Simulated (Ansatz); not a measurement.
## Geometry relaxation, with input and output: BN (part 1 of 2)

System: BN (slab, 36 atoms in the cell).
Method: DFT PBE+D3(BJ), scalar-relativistic, plane waves, PAW, no spin polarisation (Ansatz 0.2.0).

The structure derives from an entry of the Crystallography Open Database. The input holds or restrains some coordinates. Forces given for the steps count only the free coordinates. It belongs to a series of runs on one base structure; here: clean slab, lower planes held.

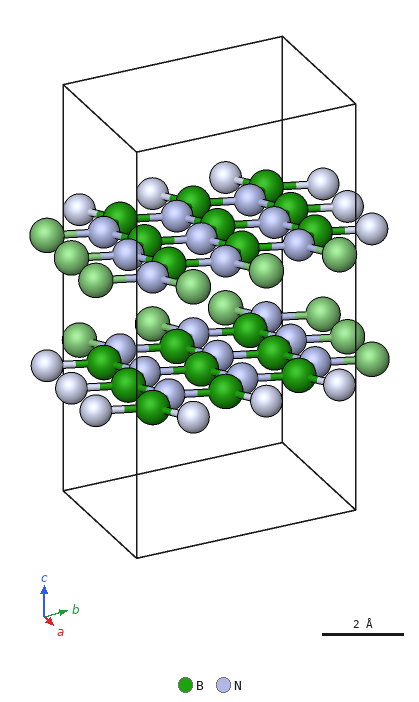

The input geometry (ball-and-stick view of the cell of the calculation, with the vacuum cut short, seen slightly off an axis; neighbours outside the cell are drawn fainter). An atom can appear more than once, as a periodic image. Near neighbours in the periodic cell (some may lie outside the picture): B has 3 N at 1.45 Å; N has 3 B at 1.45 Å.

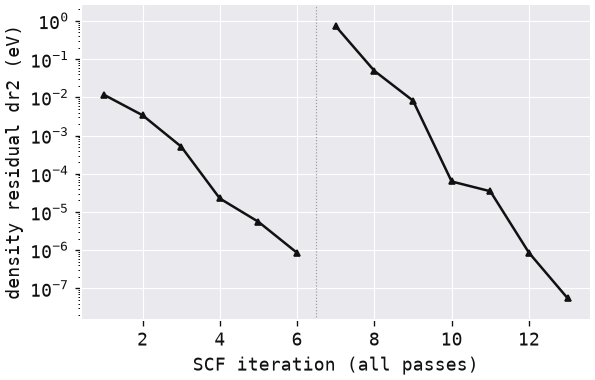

Convergence of the self-consistent field: density residual dr2 against the SCF iteration. The dotted lines part the SCF passes of the relaxation: geometry steps, rejected trials and re-solves on a re-selected basis. The passes take 6 and 7 iterations.

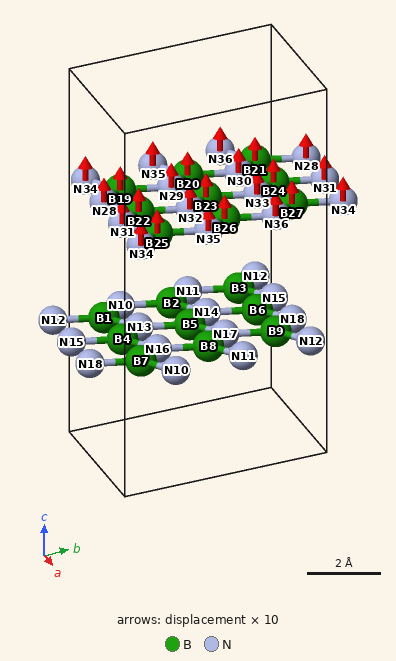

The starting structure with the displacements as red arrows, magnified 10 times (ball-and-stick view of the cell of the calculation, with the vacuum cut short, with bonded neighbours outside it, seen slightly off an axis). The largest moves, 0.070 Å, are those of 9 atoms (N28, N29, N30, N31 and others). By element the largest moves are N 0.070 Å, B 0.067 Å. The lattice vectors keep their values. Over 1 geometry step the energy falls by 2.4 meV per cell of the calculation. Largest force component: 0.031 eV/Å at the start, 0.017 eV/Å at the end. (Atoms are counted from 1 in the order of the input.)

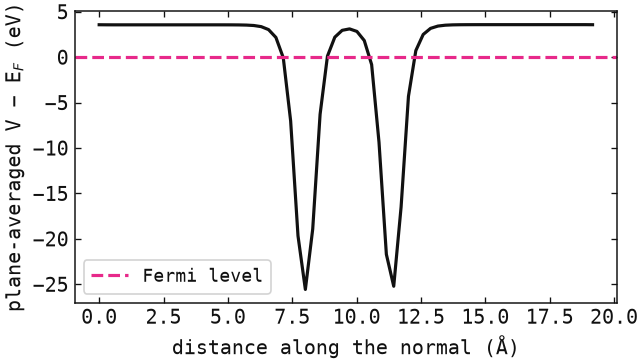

Plane average of the electrostatic potential energy of an electron across the cell, from the Fermi level. The vacuum level lies 3.57 eV above the Fermi level on the upper side and 3.55 eV on the lower.

The input that produced these results follows, with the program's output.

Input file
```yaml
crystal:
  lattice:
    - [7.5193143265, 0.0, 0.0]
    - [-3.7596571633, 6.5119172258, 0.0]
    - [0.0, 0.0, 19.3084245264]
  atoms:
    - { symbol: B, position: [0.2222222222, 0.1111111111, 0.4143269167] }
    - { symbol: B, position: [0.2222222222, 0.4444444444, 0.4143269167] }
    - { symbol: B, position: [0.2222222222, 0.7777777778, 0.4143269167] }
    - { symbol: B, position: [0.5555555556, 0.1111111111, 0.4143269167] }
    - { symbol: B, position: [0.5555555556, 0.4444444444, 0.4143269167] }
    - { symbol: B, position: [0.5555555556, 0.7777777778, 0.4143269167] }
    - { symbol: B, position: [0.8888888889, 0.1111111111, 0.4143269167] }
    - { symbol: B, position: [0.8888888889, 0.4444444444, 0.4143269167] }
    - { symbol: B, position: [0.8888888889, 0.7777777778, 0.4143269167] }
    - { symbol: "N", position: [0.1111111111, 0.2222222222, 0.4143269167] }
    - { symbol: "N", position: [0.1111111111, 0.5555555556, 0.4143269167] }
    - { symbol: "N", position: [0.1111111111, 0.8888888889, 0.4143269167] }
    - { symbol: "N", position: [0.4444444444, 0.2222222222, 0.4143269167] }
    - { symbol: "N", position: [0.4444444444, 0.5555555556, 0.4143269167] }
    - { symbol: "N", position: [0.4444444444, 0.8888888889, 0.4143269167] }
    - { symbol: "N", position: [0.7777777778, 0.2222222222, 0.4143269167] }
    - { symbol: "N", position: [0.7777777778, 0.5555555556, 0.4143269167] }
    - { symbol: "N", position: [0.7777777778, 0.8888888889, 0.4143269167] }
    - { symbol: B, position: [0.1111111111, 0.2222222222, 0.5856730833] }
    - { symbol: B, position: [0.1111111111, 0.5555555556, 0.5856730833] }
    - { symbol: B, position: [0.1111111111, 0.8888888889, 0.5856730833] }
    - { symbol: B, position: [0.4444444444, 0.2222222222, 0.5856730833] }
    - { symbol: B, position: [0.4444444444, 0.5555555556, 0.5856730833] }
    - { symbol: B, position: [0.4444444444, 0.8888888889, 0.5856730833] }
    - { symbol: B, position: [0.7777777778, 0.2222222222, 0.5856730833] }
    - { symbol: B, position: [0.7777777778, 0.5555555556, 0.5856730833] }
    - { symbol: B, position: [0.7777777778, 0.8888888889, 0.5856730833] }
    - { symbol: "N", position: [0.2222222222, 0.1111111111, 0.5856730833] }
    - { symbol: "N", position: [0.2222222222, 0.4444444444, 0.5856730833] }
    - { symbol: "N", position: [0.2222222222, 0.7777777778, 0.5856730833] }
    - { symbol: "N", position: [0.5555555556, 0.1111111111, 0.5856730833] }
    - { symbol: "N", position: [0.5555555556, 0.4444444444, 0.5856730833] }
    - { symbol: "N", position: [0.5555555556, 0.7777777778, 0.5856730833] }
    - { symbol: "N", position: [0.8888888889, 0.1111111111, 0.5856730833] }
    - { symbol: "N", position: [0.8888888889, 0.4444444444, 0.5856730833] }
    - { symbol: "N", position: [0.8888888889, 0.7777777778, 0.5856730833] }
basis:
  ecutwfc: 420
kpoints:
  mp_grid: { grid: [3, 3, 1] }
hamiltonian:
  xc: pbe
  dispersion: d3bj
scf:
  occupations: { method: gaussian, width: 0.05 }
output:
  forces: true
  eigenvalues: true
relax:
  adjacent_minimum: "off"
  f_tol: 0.03
  max_steps: 70
  constraints:
    - { sites: [0, 1, 2, 3, 4, 5, 6, 7, 8, 9, 10, 11, 12, 13, 14, 15, 16, 17] }
efield:
  axis: 3
  dipole_correction: true
  ramp_width: 0.04
```

Launched with:
```bash
ansatz run input.yaml --threads 4 --pin off --max-ram 10240MiB --backend cpu --events-out ev --progress --plain --runs-dir out
```

The program's output
```
Engine: ansatz 0.2.0, x86_64-unknown-linux-gnu
Pseudopotentials: kind: paw
Pseudopotential: B, paw, valence charge 3, recommended cutoff 420 eV (normal), B.paw.azcp
Pseudopotential: N, paw, valence charge 5, recommended cutoff 420 eV (normal), N.paw.azcp
Functional definition: PBE
  parameter kappa = 0.804
  parameter beta = 0.06672455060314922
  exchange = pbe_x(kappa = kappa, mu = beta*pi^2/3)
  correlation = pbe_c(beta = beta)
Crystal: 36 atoms, lattice volume = 945.440 Å³
Basis set: ecut = 420 eV, 18545 PW (Γ), exchange–correlation on 108×108×270 points (8 copies of the dense FFT grid, shifted against one another)
Bands: 108, of which v1, the nominal top of the filled ones, is band 72 counted from 1 (71 counted from 0)
Symmetry: 54 space group operations
k-points: 3 of 9 (time reversal used)
Non-local potential: B, projectors of the file, l = 0: 2, l = 1: 2, l = 2: 1
Non-local potential: N, projectors of the file, l = 0: 2, l = 1: 2, l = 2: 1
PAW form: soft (Blöchl's): semilocal exchange-correlation on the pseudo side does not see the compensation charge
PAW one-centre angular grid: B, 110 points (default); XC on 64 Gauss nodes
PAW one-centre angular grid: N, 110 points (default); XC on 64 Gauss nodes
Initial density: superposition of atomic densities (neutral atoms: chi_scale 0, normalization atom), corrected by the library's trained network
Initial wavefunctions: pseudopotential atomic-orbital guess
Functional: x = pbe(κ = 0.804, μ = 0.2195149727645171), c = pbe(β = 0.06672455060314922)
SCF iter   1: F=—  HF=-9767.300642 eV  |F-HF|=—  |Δ(HF+E_count)|=         —  Δρ=1.52e-3  dr2=1.17e-2  ethr=1.77e-3  p=0.000 e·Å  D=8.87e-14 V/Å  ΔV_dip=-0.00 eV  dr2_dipole=2.08e-7  V_vac-E_F(+/−)=3.35/3.34 eV  ⟨swp⟩=13.3  Hψ=2439  notcnv=0  defer=32
efield: sawtooth ramp at fractional position 0.9800 (placed from the atoms, in the widest stretch of the axis that holds none; the zero of the levels goes with the place), width 0.0400; the density the first Hamiltonian is built on has a dipole p = 0.000 e·Å; the dipole correction subtracts the counter field D = 8.87e-14 V/Å, which shifts the + side's vacuum level by -0.00 eV against the − side's; the planar-averaged density in the ramp window peaks in size at 7.6e-5 e/Å³
preconditioner: auto → Resta (q_TF=auto, 1.994 Å⁻¹)  ε∞=2.0  [insulator: Δε(μ)=4.561 eV  Ē_g=14.422 eV  σ=0.050 eV  W_gap=1.00  n_scr=138 (ndim 8)  ℏωp=14.5 eV  f_vac=0.637  D(μ)=0.00/eV (n_scr^D=0)  ε∞_Penn≈2.0  vacuum switching on, ρ_ref=1.5e-2 e/Å³]
SCF iter   2: F=—  HF=-9767.305116 eV  |F-HF|=—  |Δ(HF+E_count)|=   4.47e-3  Δρ=8.29e-4  dr2=3.40e-3  ethr=8.10e-6  p=0.000 e·Å  D=7.01e-5 V/Å  ΔV_dip=-0.00 eV  dr2_dipole=1.61e-7  V_vac-E_F(+/−)=3.46/3.46 eV  ⟨swp⟩=2.0  Hψ=578  notcnv=0  defer=63
SCF iter   3: F=—  HF=-9767.308675 eV  |F-HF|=—  |Δ(HF+E_count)|=   3.56e-3  Δρ=2.45e-4  dr2=5.13e-4  ethr=2.36e-6  p=-0.001 e·Å  D=-1.23e-4 V/Å  ΔV_dip=0.00 eV  dr2_dipole=5.12e-7  V_vac-E_F(+/−)=3.59/3.58 eV  ⟨swp⟩=2.0  Hψ=462  notcnv=0  defer=63
SCF iter   4: F=—  HF=-9767.308548 eV  |F-HF|=—  |Δ(HF+E_count)|=   1.27e-4  Δρ=7.27e-5  dr2=2.25e-5  ethr=3.56e-7  p=0.000 e·Å  D=6.65e-6 V/Å  ΔV_dip=-0.00 eV  dr2_dipole=1.24e-9  V_vac-E_F(+/−)=3.57/3.57 eV  ⟨swp⟩=2.0  Hψ=499  notcnv=0  defer=78
iter 5 did not close the SCF: its close was put off for the readings that it lacked (scf_convergence_deferred on its scf_iter line)
SCF iter   5: F=-9767.308575 eV  HF=-9767.308573 eV  |F-HF|=1.95e-6  |Δ(HF+E_count)|=   2.50e-5  Δρ=2.97e-5  dr2=5.50e-6  ethr=1.56e-8  p=-0.000 e·Å  D=-5.21e-6 V/Å  ΔV_dip=0.00 eV  dr2_dipole=8.39e-10  V_vac-E_F(+/−)=3.58/3.58 eV  ⟨swp⟩=2.0  Hψ=451  notcnv=0  defer=78
SCF iter   6: F=-9767.308577 eV  HF=-9767.308577 eV  |F-HF|=3.23e-7  |Δ(HF+E_count)|=   3.39e-6  Δρ=9.66e-6  dr2=8.49e-7  ethr=3.82e-9  p=-0.000 e·Å  D=-6.57e-6 V/Å  ΔV_dip=0.00 eV  dr2_dipole=1.38e-9  V_vac-E_F(+/−)=3.58/3.58 eV  ⟨swp⟩=20.7  Hψ=2292  notcnv=0
SCF 1 converged in 6 iterations: F = -9767.308577 eV  dr2 = 8.49e-7
  greatest PAW one-centre occupation: 0.797 electrons in one spin orbital (limit 2), on the N atom at site 17 (counted from 0), in its partial waves of l = 0
relax step   1: F+E_penalty+E_count = -9767.30857689 eV  Δ(F+E_penalty+E_count) = +0.000e0 eV  max|allowed force component| = 3.093e-2 eV/Å  Δτ_max = 0.0000 Å  (6 SCF iters, dr2 threshold 2.25e-5 eV, accepted)
Initial density: handed on by an earlier stage of this run
Initial wavefunctions: those handed on with the density
iter 1 solved again at ethr=5.12e-4 eV; its pass at ethr=3.10e-3 eV (dr2=7.38e-1 eV) is discarded
SCF iter   1: F=—  HF=-9767.515190 eV  |F-HF|=—  |Δ(HF+E_count)|=         —  Δρ=8.44e-3  dr2=7.28e-1  ethr=5.12e-4  p=-0.000 e·Å  D=-6.57e-6 V/Å  ΔV_dip=0.00 eV  dr2_dipole=2.01e-2  V_vac-E_F(+/−)=3.55/3.55 eV  ⟨swp⟩=1.0  Hψ=1094  notcnv=0  defer=89
efield: sawtooth ramp at fractional position 0.9800 (handed on by an earlier solve), width 0.0400; the density the first Hamiltonian is built on has a dipole p = -0.000 e·Å; the dipole correction subtracts the counter field D = -6.57e-6 V/Å, which shifts the + side's vacuum level by +0.00 eV against the − side's; the planar-averaged density in the ramp window peaks in size at 4.2e-7 e/Å³
preconditioner: auto → Resta (q_TF=auto, 1.994 Å⁻¹)  ε∞=2.0  [insulator: Δε(μ)=4.595 eV  Ē_g=14.471 eV  σ=0.050 eV  W_gap=1.00  n_scr=138 (ndim 8)  ℏωp=14.5 eV  f_vac=0.632  D(μ)=0.00/eV (n_scr^D=0)  ε∞_Penn≈2.0  vacuum switching on, ρ_ref=1.5e-2 e/Å³]
SCF iter   2: F=—  HF=-9767.316884 eV  |F-HF|=—  |Δ(HF+E_count)|=   1.98e-1  Δρ=3.12e-3  dr2=4.93e-2  ethr=5.06e-4  p=-0.113 e·Å  D=-2.16e-2 V/Å  ΔV_dip=0.42 eV  dr2_dipole=1.93e-3  V_vac-E_F(+/−)=3.84/3.42 eV  ⟨swp⟩=3.3  Hψ=545  notcnv=0  defer=88
SCF iter   3: F=—  HF=-9767.311411 eV  |F-HF|=—  |Δ(HF+E_count)|=   5.47e-3  Δρ=1.18e-3  dr2=8.19e-3  ethr=3.43e-5  p=-0.057 e·Å  D=-1.09e-2 V/Å  ΔV_dip=0.21 eV  dr2_dipole=6.58e-4  V_vac-E_F(+/−)=3.70/3.49 eV  ⟨swp⟩=2.7  Hψ=362  notcnv=0  defer=88
SCF iter   4: F=—  HF=-9767.311099 eV  |F-HF|=—  |Δ(HF+E_count)|=   3.13e-4  Δρ=1.07e-4  dr2=6.27e-5  ethr=5.69e-6  p=-0.007 e·Å  D=-1.32e-3 V/Å  ΔV_dip=0.03 eV  dr2_dipole=1.75e-7  V_vac-E_F(+/−)=3.57/3.55 eV  ⟨swp⟩=2.3  Hψ=416  notcnv=0  defer=88
SCF iter   5: F=—  HF=-9767.310979 eV  |F-HF|=—  |Δ(HF+E_count)|=   1.19e-4  Δρ=6.45e-5  dr2=3.48e-5  ethr=4.36e-8  p=-0.006 e·Å  D=-1.07e-3 V/Å  ΔV_dip=0.02 eV  dr2_dipole=6.39e-8  V_vac-E_F(+/−)=3.57/3.55 eV  ⟨swp⟩=2.0  Hψ=481  notcnv=0  defer=88
SCF iter   6: F=—  HF=-9767.310971 eV  |F-HF|=—  |Δ(HF+E_count)|=   8.07e-6  Δρ=9.61e-6  dr2=8.55e-7  ethr=2.41e-8  p=-0.006 e·Å  D=-1.11e-3 V/Å  ΔV_dip=0.02 eV  dr2_dipole=2.38e-8  V_vac-E_F(+/−)=3.57/3.55 eV  ⟨swp⟩=2.0  Hψ=452  notcnv=0  defer=88
SCF iter   7: F=-9767.310971 eV  HF=-9767.310971 eV  |F-HF|=1.14e-8  |Δ(HF+E_count)|=   1.57e-7  Δρ=2.30e-6  dr2=5.52e-8  ethr=6.94e-11  p=-0.006 e·Å  D=-1.07e-3 V/Å  ΔV_dip=0.02 eV  dr2_dipole=1.74e-9  V_vac-E_F(+/−)=3.57/3.55 eV  ⟨swp⟩=17.0  Hψ=2173  notcnv=0
SCF 2 converged in 7 iterations: F = -9767.310971 eV  dr2 = 5.52e-8
relax step   2: F+E_penalty+E_count = -9767.31097143 eV  Δ(F+E_penalty+E_count) = -2.395e-3 eV  max|allowed force component| = 1.661e-2 eV/Å  Δτ_max = 0.0697 Å  (7 SCF iters, accepted)
SCF converged after 7 iterations
Free energy (F): -9767.310971 eV
Harris-Foulkes:  -9767.310971 eV  (|F-HF|=1.14e-8)
Internal energy: -9767.310971 eV  (E = F + TS)
E sigma→0 (E₀):  -9767.310971 eV
Fermi energy:    0.079346 eV
Dipole field:    D = -0.001046 V/Å  (p = -0.005466 e·Å, saw-weighted, corrected)
Work function:   Φ+ = 3.5708 eV   Φ− = 3.5505 eV
Levels:          The Fermi level and band energies are counted from a zero that moves with the ramp; work functions are not
--- Per-component energies (eV) ---
  E_band       = -1342.502904
  E_kinetic    = 3297.355656
  E_local      = -64548.383077  (includes V_loc(G=0)·N_el)
  E_nonlocal   = 1040.183589
  E_hartree    = 30668.105868
  E_xc         = -1658.284525
  E_vxc        = -2057.074990  (∫ρ·V_xc dr)
  E_paw        = -3722.413253  (= ΣΔE_a)
  E_vpaw       = -410.815581  (= ΣTr[D̂ρ^β])
  E_aug_tail   = 0.001812  (compensation charges beyond the density's cutoff)
  E_efield     = 0.000003  (sawtooth field / dipole correction)
  E_vefield    = 0.005186  (∫n·V_field dr)
  E_ewald      = 25159.906114
  E_disp       = -3.783158  (pairwise vdW)
  E_smearing   = -0.000000  (= −TS)
  E_closure    = -0.000000  (closes the sum)
  Σ components = -9767.310971   (vs F -9767.310971, Δ=0.00e0)
```
